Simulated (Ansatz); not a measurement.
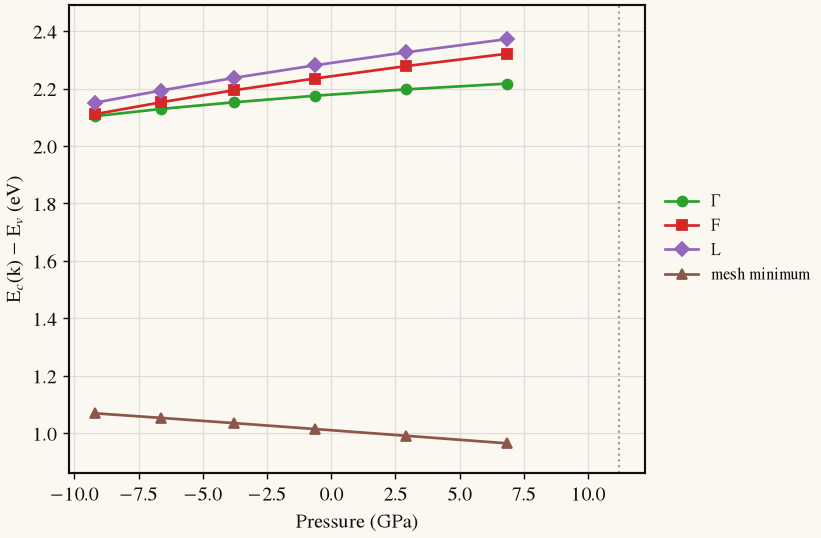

Lowest conduction level at each named k point, counted from the valence-band top at Z, and the lowest one over the whole k mesh (the mesh minimum, which lies off these points). In reduced coordinates of the cell that was run, F is (0.5, 0.5, 0), L is (0.5, 0, 0) and Z is (0.5, 0.5, 0.5). One run is left out (dotted line).

System: WS2, space group R3m (No. 160), 3 atoms in the primitive cell. The cell is scaled at fixed shape and fractional positions. At 17.74 Å³/atom, a = 3.158 Å, c = 18.490 Å (hexagonal axes). Level of theory: PBEsol, Ansatz PAW, no spin polarisation, no spin-orbit coupling, 10×10×10 k mesh, 420 eV cutoff, Fermi-Dirac smearing of 0.05 eV; code Ansatz 0.2.0.

| pressure | Γ (eV) | F (eV) | L (eV) | mesh minimum (eV) | volume (Å³/atom) |
| --- | --- | --- | --- | --- | --- |
| −9.2 GPa | 2.10 | 2.11 | 2.15 | 1.07 | 18.81 |
| −6.6 GPa | 2.13 | 2.15 | 2.19 | 1.05 | 18.45 |
| −3.8 GPa | 2.15 | 2.19 | 2.24 | 1.04 | 18.10 |
| −0.6 GPa | 2.18 | 2.24 | 2.28 | 1.01 | 17.74 |
| 2.9 GPa | 2.20 | 2.28 | 2.33 | 0.99 | 17.39 |
| 6.8 GPa | 2.22 | 2.32 | 2.37 | 0.97 | 17.03 |

> Estimate the values at 11.2 GPa.

Fits through the other points give 2.25 eV at Γ, 2.38 eV at F, 2.44 eV at L and 0.94 eV at the mesh minimum (straight lines). The run itself gives 2.24, 2.36, 2.42 and 0.94 eV, within 0.02 eV of the estimates.

Spin-orbit coupling is left out, which matters for W. The PAW data sets were made with another functional. LDA, GGA and most meta-GGA functionals understate gaps.
